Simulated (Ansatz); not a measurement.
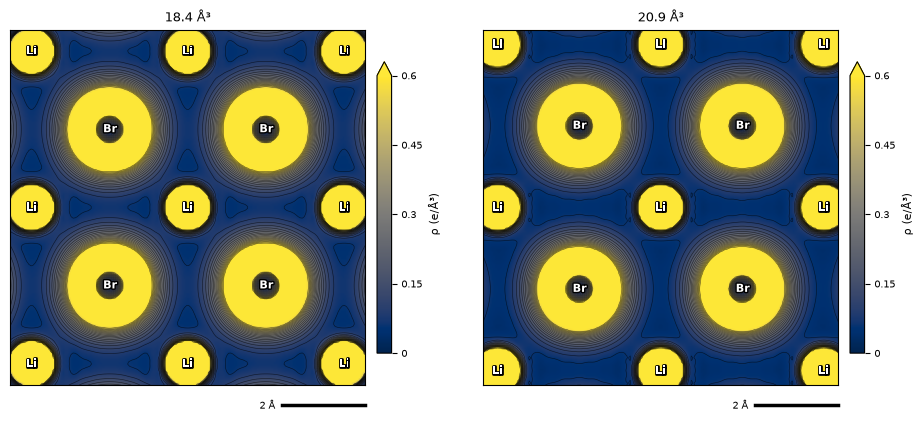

LiBr. The valence pseudo-density of cells scaled evenly to different volumes (given per atom above each panel), on the (110) plane of each (indices in the axes of the cell below), at one length scale and on one colour scale.

These are results of Ansatz, DFT PBE, scalar-relativistic, plane waves, PAW, not measurements.

Core electrons are frozen (PAW), and the valence fields are smoothed inside the atomic spheres.

The largest cell:

```
Li Br
1.0
     0.00000    2.75540    2.75540
     2.75540    0.00000    2.75540
     2.75540    2.75540    0.00000
Li Br
1 1
Direct
  0.00000 0.00000 0.00000
  0.50000 0.50000 0.50000
```

| volume (Å³/atom) | Li–Br contact in the plane (Å) | ρ at its midpoint (e/Å³) | pressure (GPa) | gap on the mesh (eV) | 
| --- | --- | --- | --- | --- |
| 18.41 | 2.640 | 0.237 | 4.4 | 5.53 | 
| 20.29 | 2.728 | ? | ? | ? | 
| 20.92 | 2.755 | 0.194 | 0.0 | 4.92 | 

### What values belong in the row with question marks?

Over the known rows ln ρ falls by 1.74 per Å of Li–Br distance (the line through the two), which gives 0.203 e/Å³ at 2.728 Å; the calculation gives 0.204 e/Å³. For the pressure, a straight line in volume between the neighbouring rows gives 1.1 GPa; the calculation gives 0.8, lower because pressure rises ever faster on compression. For the gap on the mesh, a straight line in volume between the neighbouring rows gives 5.07 eV; the calculation gives 5.05.
